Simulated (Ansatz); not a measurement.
Consider Ti$_{16}$B (cell with a defect).

Input file:

```
crystal:
  lattice:
    - [6.511011052, 0.0, 0.0]
    - [0.0, 6.511011052, 0.0]
    - [0.0, 0.0, 6.511011052]
  atoms:
    - { symbol: Ti, position: [0.0, 0.0, 0.0] }
    - { symbol: Ti, position: [0.5, 0.0, 0.0] }
    - { symbol: Ti, position: [0.0, 0.5, 0.0] }
    - { symbol: Ti, position: [0.0, 0.0, 0.5] }
    - { symbol: Ti, position: [0.25, 0.25, 0.25] }
    - { symbol: Ti, position: [0.5, 0.5, 0.0] }
    - { symbol: Ti, position: [0.5, 0.0, 0.5] }
    - { symbol: Ti, position: [0.75, 0.25, 0.25] }
    - { symbol: Ti, position: [0.0, 0.5, 0.5] }
    - { symbol: Ti, position: [0.25, 0.75, 0.25] }
    - { symbol: Ti, position: [0.25, 0.25, 0.75] }
    - { symbol: Ti, position: [0.5, 0.5, 0.5] }
    - { symbol: Ti, position: [0.75, 0.75, 0.25] }
    - { symbol: Ti, position: [0.75, 0.25, 0.75] }
    - { symbol: Ti, position: [0.25, 0.75, 0.75] }
    - { symbol: Ti, position: [0.75, 0.75, 0.75] }
    - { symbol: B, position: [0.2422577427, 0.1328991118, 0.0058672962] }
basis:
  ecutwfc: 420
  xc_grid: 2
kpoints:
  mp_grid: { grid: [4, 4, 4], shift: [0.5, 0.5, 0.5] }
hamiltonian:
  xc: pbe
scf:
  occupations: { method: gaussian, width: 0.1 }
output:
  forces: true
  stress: false
  eigenvalues: true
  write_density: true
  write_potential: true
  elf: true
  volumetric_format: npy
relax:
  adjacent_minimum: "off"
  f_tol: 0.02
  max_steps: 60
```

Command:

```sh
ansatz run input.yaml --threads 4 --pin off --max-ram 8192MiB --backend cpu --events-out ev --progress --plain --runs-dir out
```

The fields are those of the run's last geometry, not of the input's.

Computed without spin polarisation.

Theory: DFT PBE, scalar-relativistic, plane waves, PAW in Ansatz.

> What can the converged valence pseudo-density and electron localisation function tell about the bonding?

Ti–B (2.06 Å): ρ is about 0.61 e/Å³ halfway; the ELF peaks at about 0.70 in the valence shell of B, 0.7 Å from its nucleus, and is about 0.30 at the midpoint.
Ti–Ti (2.45 Å): ρ at the midpoint is about 0.28 e/Å³; the ELF is about 0.10 at the midpoint; no shared electron pair shows on this line.
The ELF has a maximum of about 0.70 in the space between the atoms, 1.8 Å from four Ti atoms, on no atom or two-centre bond.

> Metal or insulator at this level of theory?

It is metallic or semimetallic at this level of theory: no gap opens.

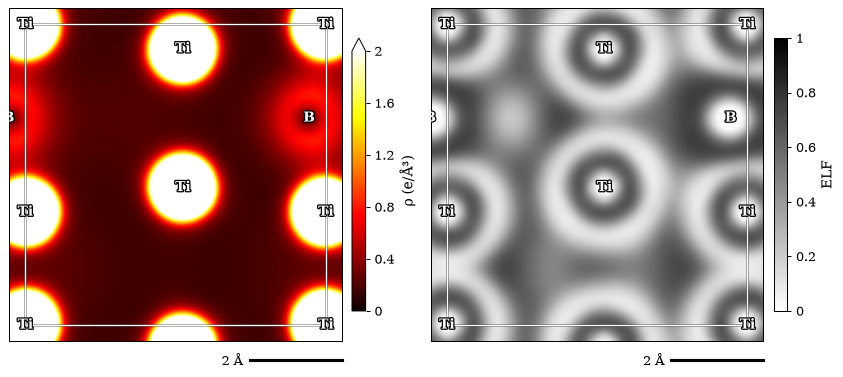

Computed valence pseudo-density and electron localisation function on the (100) plane of the calculation cell, in this order. 
